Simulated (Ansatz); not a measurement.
## Ge$_{16}$N: molecular dynamics (part 5 of 5)

Ge$_{16}$N (defect cell, 17 atoms in the cell); DFT PBE, scalar-relativistic, plane waves, PAW, PAW set soft_1, no spin polarisation (Ansatz 0.2.0); cutoff 420 eV, 2×2×2 k-mesh, Fermi–Dirac smearing of 0.05 eV. It belongs to a series of runs on one base structure; here: dynamics from the last frame of the run before.

Geometry of the input (Å; fractional positions):
```
0.0000  5.6600  5.6600
5.6600  0.0000  5.6600
5.6600  5.6600  0.0000
Ge -0.0321  0.0080  0.0378
Ge 0.1541  0.2145  0.0235
Ge 0.0814  -0.0554  0.4050
Ge 0.0873  0.0894  0.6695
Ge -0.1263  0.5689  0.0442
Ge 0.1176  0.5528  0.1915
Ge 0.0039  0.4444  0.5693
Ge 0.1393  0.5508  0.7114
Ge 0.5106  0.0112  -0.0217
Ge 0.6039  0.1440  0.1299
Ge 0.4603  0.0755  0.4740
Ge 0.7016  0.0752  0.6039
Ge 0.4960  0.5170  -0.0360
Ge 0.4500  0.6916  0.1644
Ge 0.5247  0.4993  0.5075
Ge 0.6672  0.6687  0.5942
N  1.1170  0.7958  0.2106
```

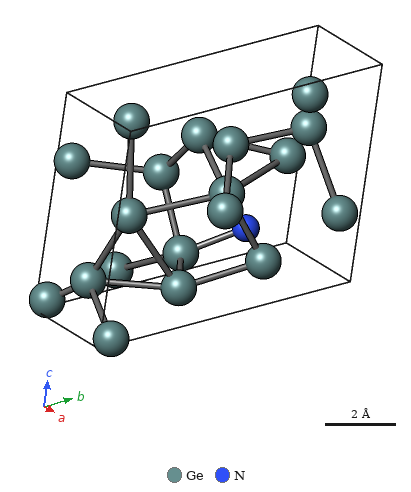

The geometry at step 222 of the log (ball-and-stick view of the cell of the calculation, seen slightly off an axis).

Trajectory as extended XYZ, continued
```
17
Lattice="0.0000 5.6600 5.6600 5.6600 0.0000 5.6600 5.6600 5.6600 0.0000" Properties=species:S:1:pos:R:3:forces:R:3 step=193 time_fs=193.0 energy=-69096.52942 temperature=1063.4
Ge    0.3888    0.1821    0.2024   -0.3031   0.8921  -0.1312
Ge    2.1755    0.9924    1.8898   -0.1779  -0.2814   0.4992
Ge    2.1596    2.8177    0.0027   -0.2083  -0.6456  -0.4773
Ge    4.1165    4.1905    0.6149    0.5443   0.4737   0.5026
Ge    3.8267   -0.8577    3.5976   -0.4124   0.5931   0.1998
Ge    3.7638    2.1793    4.1607    0.3478  -1.3157   0.7623
Ge    5.3026    2.9090    2.5123    0.8997   0.8201  -0.7866
Ge    6.8272    4.3992    3.9486    0.1973   0.1289  -0.7425
Ge    0.2178    2.0360    3.3286    0.1106   0.1248   0.4012
Ge    1.5788    4.9364    3.7734   -0.9638  -0.5735   0.2195
Ge    3.0419    6.0054    2.0805    0.2244   0.0046  -0.7451
Ge    3.5942    6.5081    4.4451    0.7966   0.4491   1.1156
Ge    2.8208    3.8531    5.8280   -1.2412   0.1302  -0.2676
Ge    4.8532    3.1085    6.9011    0.3851   0.3959   1.6301
Ge    5.7031    5.2918    5.9731    0.1107   1.1523  -0.1517
Ge    7.0008    7.4975    6.6719   -0.4745  -0.4490  -0.2714
N     5.3473    7.6648   11.2191    0.1648  -1.8993  -1.7569
17
Lattice="0.0000 5.6600 5.6600 5.6600 0.0000 5.6600 5.6600 5.6600 0.0000" Properties=species:S:1:pos:R:3:forces:R:3 step=199 time_fs=199.0 energy=-69096.50580 temperature=1038.5
Ge    0.4020    0.2156    0.2385   -0.3848   0.6092  -0.4410
Ge    2.1899    0.9720    1.8998   -0.1325  -0.2168   0.5211
Ge    2.1432    2.8274    0.0078   -0.1737  -0.6423  -0.5028
Ge    4.1110    4.2105    0.6196    0.5995   0.3758   0.5007
Ge    3.8215   -0.8804    3.6192   -0.3511   0.5590   0.1909
Ge    3.7428    2.2088    4.1680    0.3448  -1.4268   0.7395
Ge    5.2954    2.9218    2.5402    0.9816   0.6512  -1.2266
Ge    6.8154    4.4029    3.9109    0.2745   0.2403  -0.5589
Ge    0.2372    2.0351    3.3521    0.1408   0.1008   0.3957
Ge    1.5701    4.9340    3.7505   -1.0521  -0.4947   0.2447
Ge    3.0382    6.0313    2.0467    0.2719  -0.0930  -0.5716
Ge    3.6080    6.4648    4.4222    0.7351   0.5494   1.1745
Ge    2.8215    3.8704    5.8132   -1.1230   0.2246  -0.0851
Ge    4.8381    3.0886    6.9290    0.3880   0.1970   1.2470
Ge    5.7222    5.2494    5.9788    0.1969   1.1933  -0.1312
Ge    7.0141    7.4956    6.6389   -0.8098  -0.2904  -0.2242
N     5.3511    7.6720   11.1959    0.0938  -1.5367  -1.2727
17
Lattice="0.0000 5.6600 5.6600 5.6600 0.0000 5.6600 5.6600 5.6600 0.0000" Properties=species:S:1:pos:R:3:forces:R:3 step=205 time_fs=205.0 energy=-69096.53241 temperature=1046.4
Ge    0.4133    0.2518    0.2724   -0.4274   0.1463  -0.6872
Ge    2.2037    0.9507    1.9122   -0.0892  -0.1738   0.5465
Ge    2.1260    2.8340    0.0105   -0.1393  -0.5878  -0.5254
Ge    4.1084    4.2322    0.6267    0.6254   0.2438   0.4801
Ge    3.8146   -0.9003    3.6416   -0.2835   0.4948   0.1816
Ge    3.7235    2.2314    4.1787    0.3949  -1.5048   0.6104
Ge    5.2929    2.9377    2.5622    0.8975   0.4321  -1.5597
Ge    6.8049    4.4077    3.8707    0.3705   0.3953  -0.3381
Ge    0.2572    2.0347    3.3773    0.1775   0.0691   0.3817
Ge    1.5564    4.9293    3.7289   -1.0533  -0.4222   0.2192
Ge    3.0358    6.0567    2.0104    0.3227  -0.1591  -0.3167
Ge    3.6253    6.4243    4.4049    0.6458   0.5850   1.1356
Ge    2.8169    3.8886    5.7981   -0.9301   0.2813   0.1340
Ge    4.8250    3.0695    6.9627    0.4897  -0.2271   0.3777
Ge    5.7421    5.2130    5.9838    0.2378   1.1340  -0.1340
Ge    7.0235    7.4923    6.6048   -1.0589  -0.1322  -0.1986
N     5.3569    7.6424   11.1423   -0.1801  -0.5746  -0.3072
17
Lattice="0.0000 5.6600 5.6600 5.6600 0.0000 5.6600 5.6600 5.6600 0.0000" Properties=species:S:1:pos:R:3:forces:R:3 step=210 time_fs=210.0 energy=-69096.49423 temperature=1028.5
Ge    0.4212    0.2826    0.2981   -0.4188  -0.3178  -0.8053
Ge    2.2147    0.9323    1.9246   -0.0602  -0.1449   0.5699
Ge    2.1111    2.8374    0.0109   -0.1000  -0.5130  -0.5370
Ge    4.1086    4.2513    0.6343    0.6271   0.1130   0.4411
Ge    3.8078   -0.9151    3.6609   -0.2138   0.4169   0.1712
Ge    3.7088    2.2447    4.1899    0.4730  -1.5326   0.4396
Ge    5.2941    2.9525    2.5749    0.7275   0.2145  -1.7501
Ge    6.7975    4.4131    3.8360    0.4597   0.5440  -0.1311
Ge    0.2745    2.0345    3.3997    0.2175   0.0371   0.3747
Ge    1.5412    4.9238    3.7116   -0.9967  -0.3608   0.1769
Ge    3.0350    6.0773    1.9790    0.3536  -0.1764  -0.0542
Ge    3.6421    6.3927    4.3947    0.5494   0.5870   1.0339
Ge    2.8096    3.9049    5.7859   -0.7604   0.3150   0.3122
Ge    4.8158    3.0530    6.9923    0.4803  -0.4048  -0.2006
Ge    5.7595    5.1867    5.9875    0.2432   1.0329  -0.1414
Ge    7.0276    7.4891    6.5758   -1.2067  -0.0089  -0.1884
N     5.3586    7.6057   11.0904   -0.3746   0.1989   0.2885
17
Lattice="0.0000 5.6600 5.6600 5.6600 0.0000 5.6600 5.6600 5.6600 0.0000" Properties=species:S:1:pos:R:3:forces:R:3 step=216 time_fs=216.0 energy=-69096.39708 temperature=986.3
Ge    0.4288    0.3181    0.3255   -0.3886  -0.8023  -0.8534
Ge    2.2278    0.9096    1.9419   -0.0323  -0.1108   0.5859
Ge    2.0928    2.8392    0.0089   -0.0376  -0.4008  -0.5283
Ge    4.1114    4.2745    0.6454    0.6074  -0.0584   0.3629
Ge    3.7988   -0.9311    3.6848   -0.1119   0.3141   0.1534
Ge    3.6934    2.2540    4.2052    0.5879  -1.5108   0.2023
Ge    5.2987    2.9711    2.5824    0.4460  -0.0706  -1.8790
Ge    6.7907    4.4221    3.7937    0.5682   0.7244   0.1266
Ge    0.2962    2.0346    3.4283    0.2709   0.0075   0.3737
Ge    1.5185    4.9156    3.6917   -0.8870  -0.2889   0.1172
Ge    3.0356    6.1012    1.9410    0.3628  -0.1405   0.2820
Ge    3.6646    6.3573    4.3868    0.4205   0.5700   0.8613
Ge    2.7976    3.9257    5.7727   -0.5795   0.3466   0.4855
Ge    4.8068    3.0314    7.0269    0.3524  -0.4028  -0.5835
Ge    5.7815    5.1597    5.9913    0.2224   0.8855  -0.1469
Ge    7.0271    7.4852    6.5401   -1.3168   0.1136  -0.1895
N     5.3521    7.5666   11.0347   -0.4848   0.8243   0.6299
17
Lattice="0.0000 5.6600 5.6600 5.6600 0.0000 5.6600 5.6600 5.6600 0.0000" Properties=species:S:1:pos:R:3:forces:R:3 step=222 time_fs=222.0 energy=-69096.32113 temperature=958.5
Ge    0.4346    0.3499    0.3489   -0.4016  -1.0270  -0.8916
Ge    2.2408    0.8862    1.9621   -0.0095  -0.0716   0.5700
Ge    2.0744    2.8391    0.0044    0.0391  -0.2837  -0.4904
Ge    4.1172    4.2976    0.6582    0.5657  -0.2296   0.2552
Ge    3.7892   -0.9456    3.7095    0.0058   0.2195   0.1337
Ge    3.6807    2.2562    4.2215    0.6792  -1.4254  -0.0326
Ge    5.3054    2.9895    2.5810    0.1364  -0.3458  -1.9104
Ge    6.7865    4.4345    3.7519    0.6566   0.8780   0.3660
Ge    0.3193    2.0346    3.4587    0.3201   0.0005   0.3811
Ge    1.4916    4.9060    3.6722   -0.7661  -0.2285   0.0618
Ge    3.0379    6.1246    1.9043    0.3334  -0.0444   0.5976
Ge    3.6893    6.3246    4.3831    0.2952   0.5427   0.6710
Ge    2.7827    3.9483    5.7617   -0.4338   0.3676   0.5882
Ge    4.7995    3.0078    7.0590    0.1749  -0.3004  -0.7384
Ge    5.8046    5.1368    5.9945    0.1806   0.7383  -0.1426
Ge    7.0203    7.4818    6.5033   -1.3566   0.1934  -0.2053
N     5.3340    7.5470   10.9941   -0.4195   1.0165   0.7867
17
Lattice="0.0000 5.6600 5.6600 5.6600 0.0000 5.6600 5.6600 5.6600 0.0000" Properties=species:S:1:pos:R:3:forces:R:3 step=227 time_fs=227.0 energy=-69096.30810 temperature=962.9
Ge    0.4379    0.3729    0.3653   -0.4554  -0.9998  -0.9642
Ge    2.2516    0.8664    1.9811    0.0040  -0.0341   0.5263
Ge    2.0590    2.8379   -0.0011    0.1078  -0.1931  -0.4435
Ge    4.1242    4.3162    0.6699    0.5163  -0.3583   0.1526
Ge    3.7812   -0.9569    3.7308    0.1105   0.1513   0.1209
Ge    3.6725    2.2527    4.2351    0.7009  -1.3117  -0.2100
Ge    5.3115    3.0037    2.5728   -0.0993  -0.5364  -1.8675
Ge    6.7855    4.4481    3.7182    0.6925   0.9635   0.5298
Ge    0.3398    2.0347    3.4856    0.3481   0.0091   0.3913
Ge    1.4661    4.8971    3.6562   -0.6723  -0.1883   0.0264
Ge    3.0410    6.1441    1.8756    0.2764   0.0721   0.8198
Ge    3.7110    6.2991    4.3825    0.2060   0.5164   0.5188
Ge    2.7686    3.9686    5.7547   -0.3354   0.3742   0.6098
Ge    4.7940    2.9869    7.0832    0.0298  -0.2048  -0.7756
Ge    5.8247    5.1204    5.9966    0.1381   0.6261  -0.1289
Ge    7.0097    7.4796    6.4717   -1.3358   0.2191  -0.2236
N     5.3108    7.5494   10.9749   -0.2322   0.8949   0.9176
17
Lattice="0.0000 5.6600 5.6600 5.6600 0.0000 5.6600 5.6600 5.6600 0.0000" Properties=species:S:1:pos:R:3:forces:R:3 step=233 time_fs=233.0 energy=-69096.35501 temperature=1002.6
Ge    0.4400    0.3964    0.3808   -0.5113  -0.8459  -1.0664
Ge    2.2646    0.8423    2.0063    0.0136   0.0155   0.4413
Ge    2.0409    2.8357   -0.0098    0.1841  -0.0930  -0.3833
Ge    4.1348    4.3370    0.6847    0.4441  -0.4764   0.0248
Ge    3.7720   -0.9699    3.7570    0.2348   0.0853   0.1124
Ge    3.6656    2.2428    4.2506    0.6514  -1.1403  -0.3907
Ge    5.3185    3.0185    2.5548   -0.3151  -0.6972  -1.7290
Ge    6.7872    4.4688    3.6798    0.6665   0.9939   0.6674
Ge    0.3661    2.0348    3.5198    0.3534   0.0213   0.3931
Ge    1.4325    4.8855    3.6369   -0.5693  -0.1405   0.0015
Ge    3.0460    6.1679    1.8447    0.1676   0.2306   1.0228
Ge    3.7382    6.2706    4.3840    0.1236   0.4804   0.3570
Ge    2.7501    3.9948    5.7488   -0.2359   0.3643   0.5652
Ge    4.7875    2.9608    7.1090   -0.1195  -0.0973  -0.7560
Ge    5.8495    5.1033    5.9985    0.0848   0.5055  -0.1034
Ge    6.9910    7.4780    6.4326   -1.2448   0.2041  -0.2339
N     5.2781    7.5722   10.9728    0.0720   0.5898   1.0771
17
Lattice="0.0000 5.6600 5.6600 5.6600 0.0000 5.6600 5.6600 5.6600 0.0000" Properties=species:S:1:pos:R:3:forces:R:3 step=239 time_fs=239.0 energy=-69096.45732 temperature=1074.0
Ge    0.4396    0.4160    0.3913   -0.4890  -0.7187  -1.1214
Ge    2.2779    0.8181    2.0339    0.0108   0.0697   0.3327
Ge    2.0236    2.8330   -0.0204    0.2507   0.0047  -0.3305
Ge    4.1477    4.3557    0.6998    0.3563  -0.5345  -0.0966
Ge    3.7638   -0.9827    3.7839    0.3511   0.0384   0.1024
Ge    3.6619    2.2274    4.2644    0.5781  -0.9467  -0.5142
Ge    5.3241    3.0301    2.5283   -0.4309  -0.7892  -1.4881
Ge    6.7921    4.4944    3.6442    0.5502   0.9345   0.7353
Ge    0.3943    2.0350    3.5563    0.3192   0.0210   0.3585
Ge    1.3958    4.8732    3.6175   -0.4737  -0.0758   0.0073
Ge    3.0519    6.1931    1.8183    0.0241   0.3737   1.1522
Ge    3.7662    6.2441    4.3872    0.0646   0.4382   0.2189
Ge    2.7304    4.0229    5.7456   -0.1469   0.3283   0.4643
Ge    4.7803    2.9340    7.1315   -0.2326   0.0246  -0.6601
Ge    5.8750    5.0884    6.0000    0.0311   0.3988  -0.0741
Ge    6.9662    7.4773    6.3920   -1.0913   0.1600  -0.2099
N     5.2467    7.6098   10.9973    0.3282   0.2728   1.1232
17
Lattice="0.0000 5.6600 5.6600 5.6600 0.0000 5.6600 5.6600 5.6600 0.0000" Properties=species:S:1:pos:R:3:forces:R:3 step=244 time_fs=244.0 energy=-69096.56756 temperature=1149.0
Ge    0.4376    0.4298    0.3960   -0.3983  -0.6872  -1.1124
Ge    2.2891    0.7979    2.0584   -0.0066   0.1186   0.2293
Ge    2.0098    2.8307   -0.0305    0.2978   0.0874  -0.2961
Ge    4.1598    4.3695    0.7121    0.2640  -0.5246  -0.1825
Ge    3.7582   -0.9933    3.8070    0.4444   0.0129   0.0776
Ge    3.6608    2.2108    4.2741    0.5738  -0.7842  -0.5355
Ge    5.3272    3.0370    2.5005   -0.4434  -0.8235  -1.2097
Ge    6.7983    4.5194    3.6169    0.3860   0.8126   0.7479
Ge    0.4193    2.0353    3.5883    0.2595   0.0142   0.2841
Ge    1.3631    4.8625    3.6011   -0.4065  -0.0063   0.0500
Ge    3.0569    6.2156    1.8002   -0.1022   0.4545   1.2039
Ge    3.7901    6.2234    4.3908    0.0342   0.3979   0.1199
Ge    2.7131    4.0478    5.7446   -0.0735   0.2842   0.3499
Ge    4.7735    2.9115    7.1481   -0.3107   0.1660  -0.4705
Ge    5.8966    5.0774    6.0010   -0.0133   0.3245  -0.0481
Ge    6.9413    7.4773    6.3570   -0.9309   0.1107  -0.1596
N     5.2261    7.6471   11.0391    0.4257   0.0424   0.9517
17
Lattice="0.0000 5.6600 5.6600 5.6600 0.0000 5.6600 5.6600 5.6600 0.0000" Properties=species:S:1:pos:R:3:forces:R:3 step=250 time_fs=250.0 energy=-69096.67861 temperature=1231.9
Ge    0.4333    0.4436    0.3969   -0.2187  -0.7162  -1.0407
Ge    2.3027    0.7740    2.0891   -0.0325   0.1888   0.0796
Ge    1.9945    2.8284   -0.0441    0.3370   0.1789  -0.2602
Ge    4.1757    4.3840    0.7263    0.1095  -0.4334  -0.2675
Ge    3.7534   -1.0060    3.8354    0.5520   0.0066   0.0185
Ge    3.6621    2.1873    4.2836    0.6643  -0.6007  -0.4397
Ge    5.3292    3.0418    2.4616   -0.3670  -0.8255  -0.7920
Ge    6.8074    4.5532    3.5870    0.1305   0.5739   0.7406
Ge    0.4507    2.0357    3.6283    0.1485   0.0100   0.1300
Ge    1.3217    4.8495    3.5816   -0.3326   0.0859   0.1310
Ge    3.0625    6.2449    1.7837   -0.2434   0.4781   1.2188
Ge    3.8192    6.2001    4.3956    0.0213   0.3499   0.0244
Ge    2.6919    4.0792    5.7449    0.0178   0.2214   0.1952
Ge    4.7638    2.8850    7.1662   -0.4378   0.4205  -0.0127
Ge    5.9227    5.0654    6.0020   -0.0692   0.2575  -0.0151
Ge    6.9070    7.4778    6.3139   -0.7082   0.0389  -0.0583
N     5.2107    7.6930   11.1103    0.4282  -0.2347   0.3481
```

Summary

```json
{"quantity": "outcome", "value": "finished"}
{"quantity": "mean temperature over the second half", "value": "1183 K"}
{"quantity": "trajectory", "value": "250 steps, 250 fs"}
{"quantity": "ensemble", "value": "nvt_nose_hoover"}
{"quantity": "temperature in the input", "value": "1260.0 K"}
{"quantity": "time step", "value": "1 fs"}
{"quantity": "electrons treated", "value": "229"}
{"quantity": "potential energy (free energy of the electrons) (last step)", "value": "−69096.6786 eV"}
{"quantity": "Fermi energy (last step)", "value": "8.495 eV"}
{"quantity": "largest force (length of the vector) (last step)", "value": "1.332 eV/Å"}
{"quantity": "wall time", "value": "35 min (CPU time 68 min)"}
{"quantity": "peak memory", "value": "1.2 GiB"}
```

Notes

The input asks for low accuracy. The cell holds an odd number of electrons but the run has no spin polarisation, so a band is left half filled. So short a trajectory is not equilibrated.
